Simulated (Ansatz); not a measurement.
# SnO: what the fields show

```
Sn O
1.0
     2.69239   -2.69239    0.00000
     2.69239    2.69239    0.00000
     0.00000    0.00000    9.88135
Sn O
4 4
Direct
  0.75009 0.24991 0.86610
  0.24991 0.75009 0.13390
  0.74991 0.25009 0.36610
  0.25009 0.74991 0.63390
  0.24990 0.25010 0.25000
  0.75010 0.74990 0.75000
  0.25010 0.24990 0.75000
  0.74990 0.75010 0.25000
```

Space group P4/nmm; a structure from a database of computed crystals, not necessarily the ambient phase.

Theory: DFT r2SCAN, scalar-relativistic, plane waves, PAW (Ansatz 0.2.0).

In a PAW calculation such maps are meaningful between the atoms, not at the nuclei.

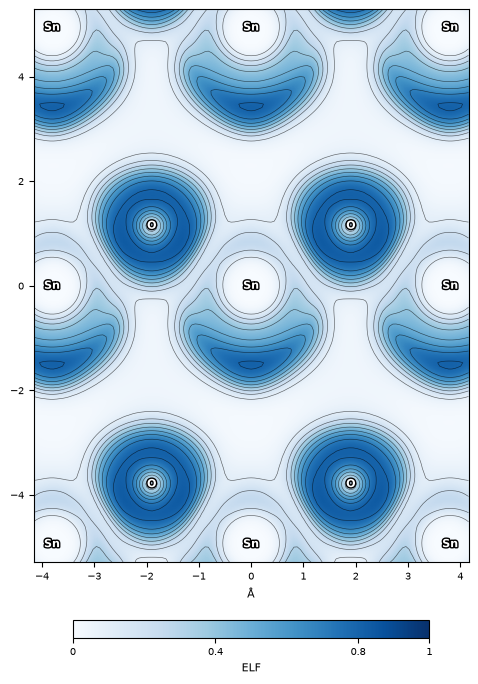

Figure 1. Electron localisation function on the (100) plane of the calculation cell.

### What does the map show?

- Atoms in the plane: Sn and O.
- Sn–O (2.22 Å): the ELF peaks at about 0.85 in the valence shell of O, 0.6 Å from its nucleus, and is about 0.20 at the midpoint (no shared electron pair shows on this line).

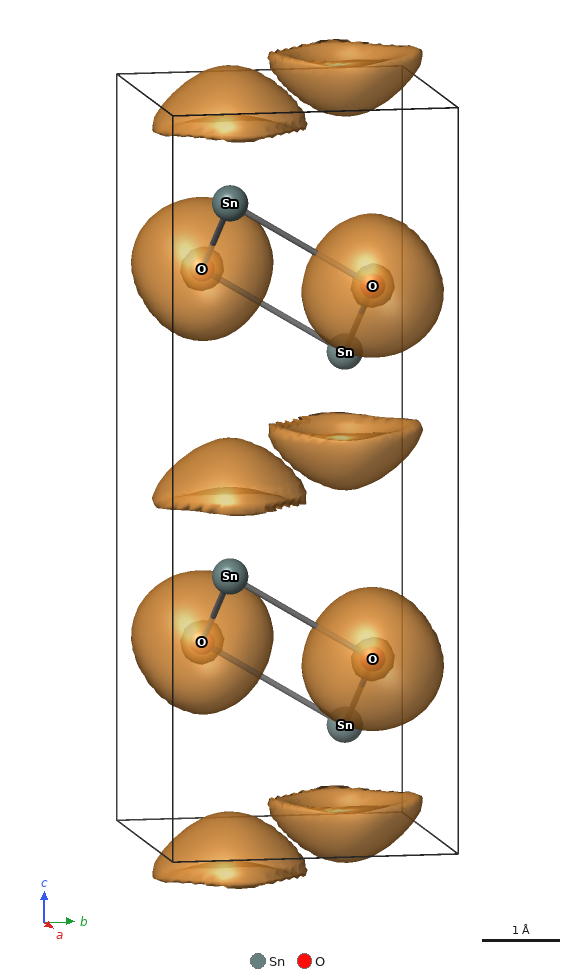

Figure 2. Isosurface of the ELF at 0.6 (orange), seen slightly off an axis. Only the valence region is drawn (cores and ρ < 0.01 e/Å³ removed). Sticks mark near contacts.

### Where are the electrons localised?

At this value the surface marks out four lobes on Sn, pointing away from the bonds (lone pairs) and four regions wrapped around O (the valence shell of each), counted in one cell of 8 atoms. Any copies at cell faces, edges or corners count once.

### Does the calculation give a band gap?

It is gapped, with a Kohn–Sham gap of 0.37 eV on the k-point mesh (the band edges may lie off the mesh, which would make the gap smaller).
